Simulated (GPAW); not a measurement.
**GaN (P6_3mc): refractive index against wavelength**

The refractive index of GaN (P6_3mc) along x below the direct gap (1.94 eV on the mesh) is read from one computed spectrum, n = √(Re ε). x, y and z are the Cartesian axes of the input cell.

It takes space group P6_3mc (No. 186, hexagonal). Conventional cell: a = 3.180 Å, b = 3.180 Å, c = 5.166 Å, α = 90.00°, β = 90.00°, γ = 120.00°. Ga on site b has 4 N at 1.94 to 1.95 Å as nearest neighbours. N on site b is surrounded by 4 Ga at 1.94 to 1.95 Å.

Method: GPAW 26.7.0, PBE, RPA, k-mesh 15×15×8, local fields up to 60 eV, Lorentzian half width 0.2 eV.

Launch of the response step: `OMP_NUM_THREADS=1 python df.py`. The run took 4.9 min, its band step included, on 1 thread of Arm Neoverse V1 (shared host).

```tsv
wavelength (nm)	photon energy E (eV)	n
3000	0.413	2.3518
2000	0.620	2.3585
1550	0.800	?
1310	0.946	2.3758
1064	1.165	2.3930
```

In the single-oscillator model n² − 1 = E₀E_d/(E₀² − E²), so 1/(n² − 1) = E₀/E_d − E²/(E₀E_d) is linear in E².

Working, on the rows shown:

| x = E² (eV²) | y = 1/(n² − 1) |
| --- | --- |
| 0.170801 | 0.220704 |
| 0.384302 | 0.219177 |
| 0.895757 | 0.215312 |
| 1.35784 | 0.211575 |

Means: x̄ = 0.70218, ȳ = 0.21669. Σ(x − x̄)(y − ȳ) = -0.006544, Σ(x − x̄)² = 0.8508. Slope = -0.006544 / 0.8508 = -0.007691; intercept = ȳ − slope · x̄ = 0.22209. Turned back into n, the line misses the rows shown by at most 0.00049.

**Question.** What does the fit predict for the withheld row, and how well does it do?

**Answer.** At x = 0.63984 the line gives y = 0.21717, that is 2.3674. The run gave 2.3670, so the interpolation is off by 0.00042, 1.0 % of the range in the table.

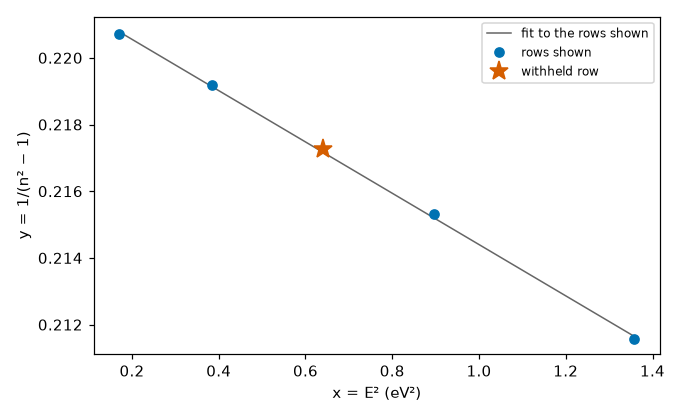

Refitted with all rows, the slope is -0.007697 and the intercept 0.22211. These give E₀ = √(intercept/−slope) = 5.37 eV and E_d = E₀/intercept = 24.2 eV; E₀ is 2.8 times the direct gap. The electronic limit at long wavelengths, without lattice vibrations, is n = √(1 + 1/intercept) = 2.346. The cell comes from an older database entry, whose edges can be off by a per cent or so. Excitons are left out; PBE gaps are as a rule too small. The values come from a sum over the points of one k-mesh and carry its error, which grows as the direct gap shrinks. Spin-orbit coupling is left out.

[Logs are printed without paths, hosts, clocks, repeated set-up lines and the standing remarks that a program may print on its own settings, such as how far it seeks lower states.]
